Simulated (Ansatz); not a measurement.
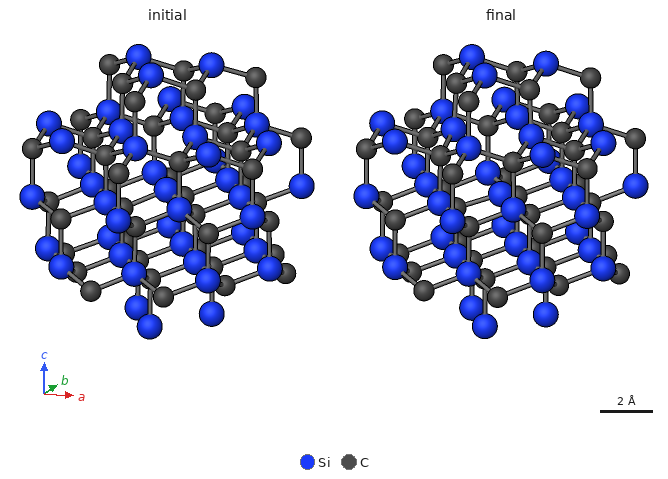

The structure of a defect cell of composition Si128C127 (cell charge +2) before (left) and after (right) a relaxation, at one scale.

The picture is a ball-and-stick view of the atoms within 5.8 Å of the atom that moves most (axes of the cell of the calculation (origin shifted)), seen slightly off an axis.

Method: DFT, PBEsol, PAW, plane waves (Ansatz). Settings: plane-wave cutoff 420 eV; k-point mesh 1 × 1 × 1; mesh shifted by (0.25, 0.25, 0.25); collinear spin; atoms relaxed in a fixed cell; force threshold 0.03 eV/Å; at most 80 steps.

Summarise the run.

Answer. A Si atom moves most: 0.16 Å along [1 −1 −3]. By element the largest moves are Si 0.16 Å, C 0.08 Å. The cell doesn't change. Near-neighbour distances that change, for instance: C–Si 1.835 → 1.917 Å, C–Si 1.921 → 1.851 Å, C–Si 1.943 → 1.876 Å, C–Si 1.855 → 1.917 Å. Among the angles between lasting bonds that change: C–Si–C 105.6° → 113.3°, Si–C–Si 111.2° → 105.2°, Si–C–Si 106.0° → 111.7°. After 4 geometry steps the energy has fallen by 4.042 eV per cell of the calculation. The largest force component goes from 2.1 to 0.024 eV/Å. The program noted that the starting moments weren't kept. Cost: 36 s on 1 × NVIDIA GB300 Max-Q with 8 threads of Arm Neoverse-V2, peak memory 3.1 GiB.

Limits of the set-up: the cell is charged, on a uniform background, and energies carry no finite-size correction.
